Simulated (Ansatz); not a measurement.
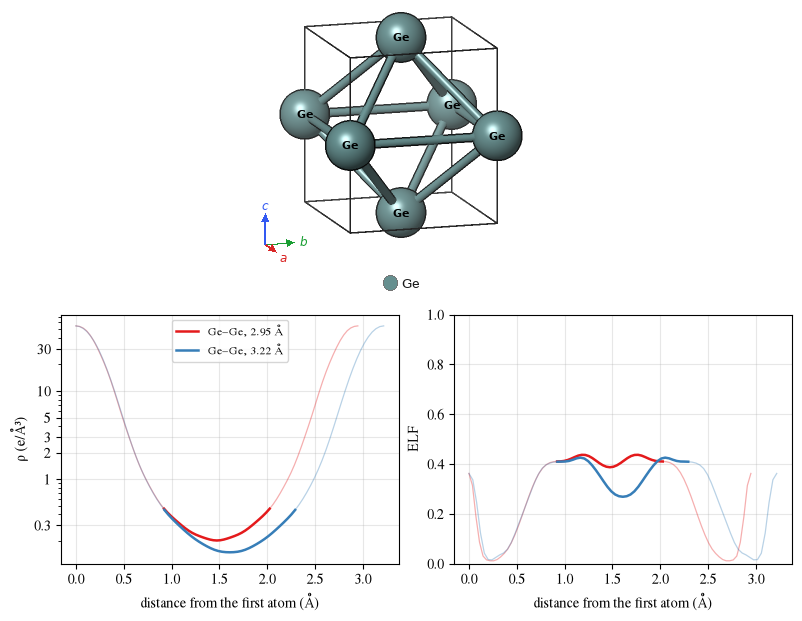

Figure. Ge. Valence electron density and ELF along straight lines between neighbouring atoms. Thin, pale parts lie inside the atomic spheres. The structure is drawn too.

Space group I4/mmm; a generated structure, not necessarily the stable one.

Method: Ansatz, Kohn-Sham DFT of a periodic cell, HSE06, spin-orbit coupling, Ansatz PAW.

In a PAW calculation such maps are meaningful between the atoms, not at the nuclei.

The calculation's input:

```
crystal:
  lattice:
    - [-1.60842, 1.60842, 1.87318]
    - [1.60842, -1.60842, 1.87318]
    - [1.60842, 1.60842, -1.87318]
  atoms:
    - { symbol: Ge, position: [0.5, 0.5, 0.0] }
hamiltonian:
  xc: hse06
  pseudopotentials: { kind: paw_fr }
magnetization:
  noncollinear: true
  spin_orbit: true
kpoints:
  mp_grid: { grid: [5, 5, 5] }
scf:
  occupations: { method: fermi_dirac, width: 0.05 }
output:
  forces: true
  stress: true
  eigenvalues: true
  write_density: true
  write_potential: true
  elf: true
  volumetric_format: npy
```

Below, planes, directions and counts refer to the conventional cell (a = 3.22 Å, b = 3.22 Å, c = 3.75 Å, α = 90.00°, β = 90.00°, γ = 90.00°).

**Compare the contacts.**

Ge–Ge (2.95 Å): the density is about 0.2 e/Å³ at the midpoint; the ELF is about 0.40 at the midpoint.
Ge–Ge (3.22 Å): ρ at the midpoint is about 0.15 e/Å³; the ELF is about 0.25 at the midpoint: no localised pair shows between them.
